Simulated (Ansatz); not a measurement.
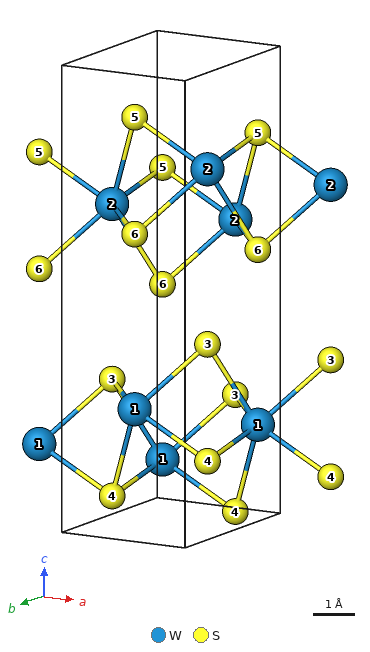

Reference structure: crystalline WS₂ (built on the 2H (MoS2) bulk type). The picture is a ball-and-stick view of the cell of the calculation, repeated 2 × 2 × 1 with one cell outlined, seen from a free direction.

Theory: DFT, HSE06, plane waves, PAW in Ansatz. Set-up: plane-wave cutoff 420 eV; k-point mesh 6 × 6 × 2; occupations fixed; no spin polarisation.

Now this is done to it. All lengths are scaled by −1.0 % (volume −3.0 %) and the S atoms are displaced by 0.02 Å relative to the cell: S5 0.02 Å along +c. No relaxation follows.

Predict the response.

Answer. It costs 4.9 meV per atom. Pressure: −1.2 GPa before, 1.3 GPa after. The principal stresses (compression positive) are 0.4 GPa along c and 1.8 GPa across it. The largest forces, 0.28 eV/Å, act on S3, S4, S5 and S6; on S3 it points along −c. The band gap goes from 1.57 to 1.52 eV. Among the bonded contacts that change: S–W 2.407 → 2.399 Å. The space group stays P6_3/mmc (No. 194).

Limits of the set-up: layers or molecules are held without a dispersion correction, so their spacing is unreliable.
